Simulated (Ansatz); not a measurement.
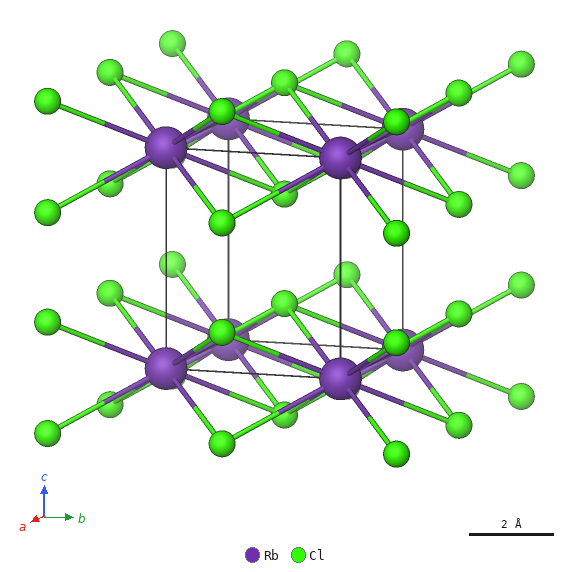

Starting structure of solid RbCl2 (built on the random type). Style: ball-and-stick. Shown: the cell of the calculation, slightly off an axis.

Case: random cell with space group P222_1 (No. 17).

Theory: Ansatz 0.2.0, DFT PBE, scalar-relativistic, plane waves, PAW.

Input file:
```yaml
crystal:
  lattice:
    - [4.4464235541, 0.0, 0.0]
    - [0.0, 4.4464235541, 0.0]
    - [0.0, 0.0, 5.3738860929]
  atoms:
    - { symbol: Rb, position: [0.0, 0.0, 0.0] }
    - { symbol: Cl, position: [0.5, 0.5, 0.2522339876] }
    - { symbol: Cl, position: [0.5, 0.5, 0.7477660124] }
basis:
  ecutwfc: 420
kpoints:
  mp_grid: { grid: [10, 10, 10] }
hamiltonian:
  xc: pbe
scf:
  occupations: { method: gaussian, width: 0.1 }
output:
  forces: true
  stress: true
  eigenvalues: true
relax:
  adjacent_minimum: "off"
  f_tol: 0.01
  max_steps: 80
  cell: { stress_tol: 0.05 }
```

Launched with:
```bash
ansatz run input.yaml --threads 1 --pin off --max-ram 2560MiB --backend cpu --events-out ev --progress --plain --runs-dir out
```

### Predict the outcome.

The energy falls by 0.2 meV per atom in 2 accepted moves (3 points after the start). The largest force component goes from 0.0003 to 0.00047 eV/Å. The pressure goes from −0.12 to 0.00 GPa. At 1 point the geometry stayed and the basis and grid were re-selected for the new cell (energy shift of less than 0.05 meV per atom at most each time). The atoms keep their places relative to the cell (all moves are under 0.005 Å). Cell: a = b 4.446 → 4.447 Å (0.0 %), c 5.374 → 5.349 Å (−0.5 %). Volume −0.4 %. The space group stays P4/mmm (No. 123). Cost: 44 s on 1 thread of Arm Neoverse V2 (shared host), peak memory 0.47 GiB.

History of the run:

```json
{"step": "0", "E − E(0), meV/atom": "0.00", "largest force component, eV/Å": "0.0003", "pressure, GPa": "-0.12", "volume, Å³/atom": "35.415", "note": ""}
{"step": "1", "E − E(0), meV/atom": "-0.16", "largest force component, eV/Å": "0.0004", "pressure, GPa": "-0.05", "volume, Å³/atom": "35.320", "note": ""}
{"step": "2", "E − E(0), meV/atom": "-0.18", "largest force component, eV/Å": "0.0005", "pressure, GPa": "0.00", "volume, Å³/atom": "35.260", "note": ""}
{"step": "3", "E − E(0), meV/atom": "-0.18", "largest force component, eV/Å": "0.0005", "pressure, GPa": "0.00", "volume, Å³/atom": "35.260", "note": "same geometry, new basis"}
```

The structure at the end:

```
CELL_PARAMETERS angstrom
4.44693 0.00000 0.00000
0.00000 4.44693 0.00000
0.00000 0.00000 5.34915
ATOMIC_POSITIONS crystal
Rb 0.00000 0.00000 0.00000
Cl 0.50000 0.50000 0.25222
Cl 0.50000 0.50000 0.74778
```

Limits of the set-up: an odd number of electrons was run without spin polarisation, which fails if the electron would localise.
